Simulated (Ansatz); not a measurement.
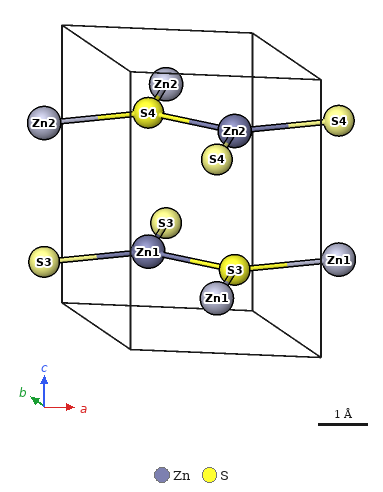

Figure 1. The input geometry (ball-and-stick view of the cell of the calculation, seen slightly off an axis; neighbours outside the cell are drawn fainter; atoms are numbered from 1 in the order of the input). Near neighbours in the crystal (not all of them lie inside the picture): Zn has 3 S at 2.28 Å; S has 3 Zn at 2.28 Å.

# ZnS: Wannier-function calculation

ZnS (4 atoms in the cell), computed with maximally localised Wannier functions of PBE bands, plane waves, PAW, no spin polarisation (Ansatz 0.2.0).

The structure was built on a prototype by a generator. The geometry comes from this level: r2SCAN. It belongs to a series of runs on one base structure; here: anion p. Figures and captions count atoms from 1; the log counts them from 0 in places.

**Output**
```
scf.n_extra_bands = 6 over 18 filled bands (N_el = 36.0): the run solves 24 bands
Engine: ansatz 0.2.0, x86_64-unknown-linux-gnu
Pseudopotentials: kind: paw
Pseudopotential: Zn, paw, valence charge 12, recommended cutoff 420 eV (normal), Zn.paw.azcp
Pseudopotential: S, paw, valence charge 6, recommended cutoff 420 eV (normal), S.paw.azcp
Functional definition: PBE
  parameter kappa = 0.804
  parameter beta = 0.06672455060314922
  exchange = pbe_x(kappa = kappa, mu = beta*pi^2/3)
  correlation = pbe_c(beta = beta)
Crystal: 4 atoms, lattice volume = 79.306 Å³
Basis set: ecut = 420 eV, 1567 PW (Γ)
Bands: 24, of which v1, the nominal top of the filled ones, is band 18 counted from 1 (17 counted from 0)
Symmetry: 24 space group operations
Space group: P63/mmc (ITA 194), of the structure as read, at distance tolerance 4.3e-5 Å
k-points: 21 of 144
Non-local potential: Zn, projectors of the file, l = 0: 2, l = 1: 2, l = 2: 3, l = 3: 1
Non-local potential: S, projectors of the file, l = 0: 2, l = 1: 2, l = 2: 2
PAW form: soft (Blöchl's): semilocal exchange-correlation on the pseudo side does not see the compensation charge
PAW one-centre angular grid: Zn, 590 points (default); XC on 64 Gauss nodes
PAW one-centre angular grid: S, 110 points (default); XC on 64 Gauss nodes
Initial density: superposition of atomic densities (neutral atoms: chi_scale 0, normalization atom), corrected by the library's trained network
Initial wavefunctions: pseudopotential atomic-orbital guess
Functional: x = pbe(κ = 0.804, μ = 0.2195149727645171), c = pbe(β = 0.06672455060314922)
SCF iter   1: F=—  HF=-8444.777733 eV  |F-HF|=—  |Δ(HF+E_count)|=         —  Δρ=1.25e-3  dr2=7.39e-4  ethr=1.77e-3  ⟨swp⟩=5.0  Hψ=2099  notcnv=0  defer=82
preconditioner: auto → Resta (q_TF=auto, 2.392 Å⁻¹)  ε∞=5.9  [insulator: Δε(μ)=1.447 eV  Ē_g=11.337 eV  n_scr=22 (ndim 8)  ℏωp=25.0 eV  f_vac=0.057  ε∞_Penn≈5.9]
SCF iter   2: F=—  HF=-8444.778179 eV  |F-HF|=—  |Δ(HF+E_count)|=   4.46e-4  Δρ=5.08e-4  dr2=1.08e-4  ethr=2.05e-6  ⟨swp⟩=2.0  Hψ=1079  notcnv=0  defer=84
SCF iter   3: F=—  HF=-8444.778365 eV  |F-HF|=—  |Δ(HF+E_count)|=   1.86e-4  Δρ=3.42e-4  dr2=5.83e-5  ethr=3.01e-7  ⟨swp⟩=2.0  Hψ=817  notcnv=0  defer=84
SCF iter   4: F=—  HF=-8444.778432 eV  |F-HF|=—  |Δ(HF+E_count)|=   6.74e-5  Δρ=9.76e-5  dr2=4.07e-6  ethr=1.62e-7  ⟨swp⟩=2.0  Hψ=827  notcnv=0  defer=59
SCF iter   5: F=—  HF=-8444.778436 eV  |F-HF|=—  |Δ(HF+E_count)|=   3.58e-6  Δρ=3.65e-5  dr2=9.51e-7  ethr=1.13e-8  ⟨swp⟩=2.0  Hψ=758  notcnv=0  defer=64
SCF iter   6: F=-8444.778438 eV  HF=-8444.778438 eV  |F-HF|=7.87e-8  |Δ(HF+E_count)|=   2.18e-6  Δρ=7.30e-6  dr2=4.24e-8  ethr=2.78e-10  ⟨swp⟩=5.8  Hψ=2310  notcnv=0
SCF 1 converged in 6 iterations: F = -8444.778438 eV  dr2 = 4.24e-8
  greatest PAW one-centre occupation: 0.985 electrons in one spin orbital (limit 2), on the Zn atom at site 1 (counted from 0), in its partial waves of l = 2
NSCF: frozen V_eff on 93 k-points
NSCF: frozen V_eff on 25 k-points
the Wannier pass solved 25 of the 144 points of its mesh, and has the states at the others by symmetry: states obtained by the crystal's operations at points that were solved too leave a residual of 1.58e-13 eV (read by the count's bands and the next), within 5.56e-6 eV
SCF converged after 6 iterations
Free energy (F): -8444.778438 eV
Harris-Foulkes:  -8444.778438 eV  (|F-HF|=7.87e-8)
Internal energy: -8444.778438 eV  (E = F + TS)
E sigma→0 (E₀):  -8444.778438 eV
Fermi energy:    5.892426 eV
--- Per-component energies (eV) ---
  E_band       = 6.931676
  E_kinetic    = 476.722180
  E_local      = -4089.319491  (includes V_loc(G=0)·N_el)
  E_nonlocal   = 1286.482221
  E_hartree    = 1708.986410
  E_xc         = -468.407921
  E_vxc        = -278.568329  (∫ρ·V_xc dr)
  E_paw        = -4858.029202  (= ΣΔE_a)
  E_vpaw       = -806.358360  (= ΣTr[D̂ρ^β])
  E_aug_tail   = -0.000752  (compensation charges beyond the density's cutoff)
  E_ewald      = -2501.211884
  E_smearing   = -0.000000  (= −TS)
  E_closure    = -0.000000  (closes the sum)
  Σ components = -8444.778438   (vs F -8444.778438, Δ=0.00e0)
--- Band table (eV; the first three rows and the last of 21) ---
  k-point 0: bands = ["-7.3669", "-6.3468", "-0.8440", "-0.8440", "-0.8133", "-0.8133", "-0.2916", "-0.2708", "-0.2708", "-0.1685", "-0.1685", "0.1547", "1.5226", "4.6927", "4.6927", "5.4593", "5.4593", "5.8924", "7.3336", "7.8674", "11.5707", "11.5707", "12.8045", "12.8045"]
  k-point 1: bands = ["-7.2347", "-6.5160", "-0.8438", "-0.8438", "-0.8226", "-0.8226", "-0.3094", "-0.2515", "-0.2515", "-0.1797", "-0.1797", "-0.1090", "2.2476", "4.8021", "4.8021", "4.9724", "5.3454", "5.3454", "7.6713", "8.6652", "11.6022", "11.6022", "12.4464", "12.4464"]
  k-point 2: bands = ["-6.8938", "-6.8938", "-0.8376", "-0.8376", "-0.8376", "-0.8376", "-0.2987", "-0.2987", "-0.2117", "-0.2117", "-0.2117", "-0.2117", "3.5776", "3.5776", "5.0713", "5.0713", "5.0713", "5.0713", "8.5619", "8.5619", "11.8816", "11.8816", "11.8816", "11.8816"]
  k-point 20: bands = ["-6.1597", "-6.1597", "-0.5894", "-0.5894", "-0.4935", "-0.4935", "-0.4423", "-0.4423", "-0.2809", "-0.2809", "0.0638", "0.0638", "0.9880", "0.9880", "2.2743", "2.2743", "5.4916", "5.4916", "10.2514", "10.2514", "12.2124", "12.2124", "12.9830", "12.9830"]
Wannier search: line search 1 of at most 3000: gauge-dependent spread (as the search counts it) 0.5190803 Å², largest recent change 5.0e-2 Å² and fall left 4.0e-5 Å² against conv_tol 1.0e-8 Å², 0 stops escaped
```

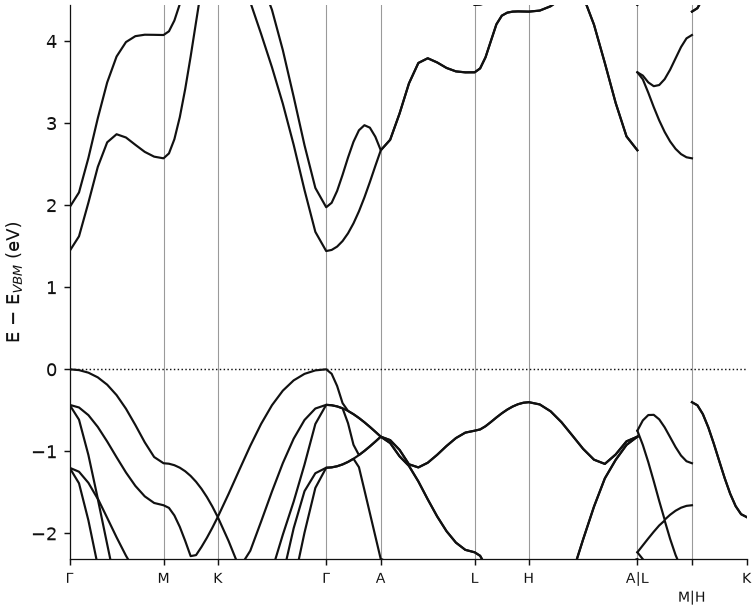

Figure 2. Band structure along Γ–M–K–Γ–A–L–H–A|L–M|H–K, with energies from the valence-band top. There is a gap of 1.44 eV on this path, direct, at Γ.

This output came from the following input.

**Input file**
```yaml
crystal:
  lattice:
    - [3.946372722, 0.0, 0.0]
    - [-1.973186361, 3.41765903, 0.0]
    - [0.0, 0.0, 5.8800538635]
  atoms:
    - { symbol: Zn, position: [0.3333333333, 0.6666666667, 0.25] }
    - { symbol: Zn, position: [0.6666666667, 0.3333333333, 0.75] }
    - { symbol: S, position: [0.6666666667, 0.3333333333, 0.25] }
    - { symbol: S, position: [0.3333333333, 0.6666666667, 0.75] }
kpoints:
  mp_grid: { grid: [6, 6, 4] }
  band_path:
    path:
      - [[0.0, 0.0, 0.0], [0.5, 2.572674873458e-17, -3.147622694732e-34], [0.3333333333333, 0.3333333333333, 3.228029273025e-34], [0.0, 0.0, 0.0], [-1.502016329878e-50, 1.854633201302e-50, 0.5], [0.5, 2.572674873458e-17, 0.5], [0.3333333333333, 0.3333333333333, 0.5], [-1.502016329878e-50, 1.854633201302e-50, 0.5]]
      - [[0.5, 2.572674873458e-17, 0.5], [0.5, 2.572674873458e-17, -3.147622694732e-34]]
      - [[0.3333333333333, 0.3333333333333, 0.5], [0.3333333333333, 0.3333333333333, 3.228029273025e-34]]
    npoints: 10
hamiltonian:
  xc: pbe
scf:
  occupations: { method: fixed }
  n_extra_bands: 6
output:
  forces: false
  stress: false
  eigenvalues: true
  wannier:
    kmesh: [6, 6, 4]
    projections: [{ species: S, l: p, shell: 3 }]
    minimise: true
    write_hr: true
    conv_tol: 1.0e-08
    max_iter: 3000
```

**File wannier.win**
```
! ansatz wannier90 interface
! projections by site (counted from 0) and shell: 2 3P, 3 3P
! states of the run's bands (counted from 1): 13-18
! their least projectability: 0.5813
num_bands = 6
num_wann  = 6
num_iter  = 2000
conv_tol = 1e-8
conv_window = 5
guiding_centres = true
write_hr = true

begin unit_cell_cart
Ang
        3.946372721968855                      0.0                      0.0
      -1.9731863609844276        3.417659030026972                      0.0
                      0.0                      0.0             5.8800538635
end unit_cell_cart

begin atoms_frac
Zn        0.3333333333333333       0.6666666666666666                     0.25
Zn        0.6666666666666666       0.3333333333333333                     0.75
S         0.6666666666666666       0.3333333333333333                     0.25
S         0.3333333333333333       0.6666666666666666                     0.75
end atoms_frac

mp_grid = 6 6 4
```

Run as:
```bash
ansatz run input.yaml --threads 4 --pin off --max-ram 3686MiB --backend cpu --events-out ev --progress --plain --runs-dir out
```

**Summary**

| quantity | value |
| --- | --- |
| outcome | converged |
| space group (tolerance 0.01 Å) | P6₃/mmc (194) |
| electrons treated | 36 |
| free energy | −8444.7784 eV |
| total spread of the Wannier functions | 18.114 Å² |
| Fermi energy | 5.892 eV |
| gap on the k-point mesh | 1.44 eV |
| hardware | 4 threads of AMD EPYC (Zen 3), 189 GiB of memory available, shared host |
| wall time | 8.1 s (CPU time 20 s) |
| peak memory | 0.38 GiB |
